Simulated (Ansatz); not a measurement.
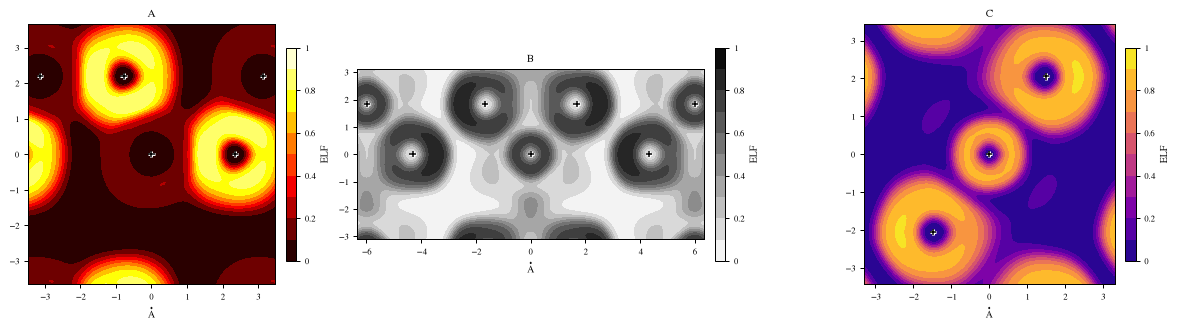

The ELF of 3 systems, each on a plane through atoms (crosses mark nuclei in the plane).

The calculation used Ansatz, DFT, PBEsol, PAW with Ansatz's default frozen-core files, scalar-relativistic; relaxation of cell and atoms.

System 1: ZnS, the (110) plane of the conventional cell. Space group P6₃mc.

System 2: MoSe2, the (110) plane of the conventional cell. Space group P6₃/mmc; computed pressure about 10 GPa in this cell; computed without spin polarisation.

System 3: ZrS2, the (110) plane of the conventional cell. Space group P-3m1; a structure from a database of computed crystals, not necessarily the ambient phase; changed on purpose from its base cell (in-plane strain -0.02, out-of-plane length and atoms relaxed by PAW); computed pressure about 2 GPa in this cell.

```cif
data_structure
_symmetry_space_group_name_H-M 'P 1'
_symmetry_Int_Tables_number 1
_cell_length_a 3.5548
_cell_length_b 3.5548
_cell_length_c 5.9150
_cell_angle_alpha 90.000
_cell_angle_beta 90.000
_cell_angle_gamma 120.000
_cell_volume 64.73
loop_
_atom_site_label
_atom_site_type_symbol
_atom_site_fract_x
_atom_site_fract_y
_atom_site_fract_z
_atom_site_occupancy
Zr1 Zr 0.00000 0.00000 0.00000 1
S1 S 0.66667 0.33333 0.74855 1
S2 S 0.33333 0.66667 0.25145 1
```

> Which map belongs to which system?

Panel A is system 1, ZnS: the plane holds Zn and S. Zn–S (2.34 Å): the ELF peaks at about 0.90 in the valence shell of S, 0.8 Å from its nucleus, and is about 0.55 at the midpoint. Panel B is system 2, MoSe2: the plane holds Mo and Se. Mo–Se (2.48 Å): the ELF is about 0.50 at the midpoint. Panel C is system 3, ZrS2: the plane holds Zr and S. Zr–S (2.53 Å): the ELF peaks at about 0.85 in the valence shell of S, 0.8 Å from its nucleus, and is about 0.40 at the midpoint.
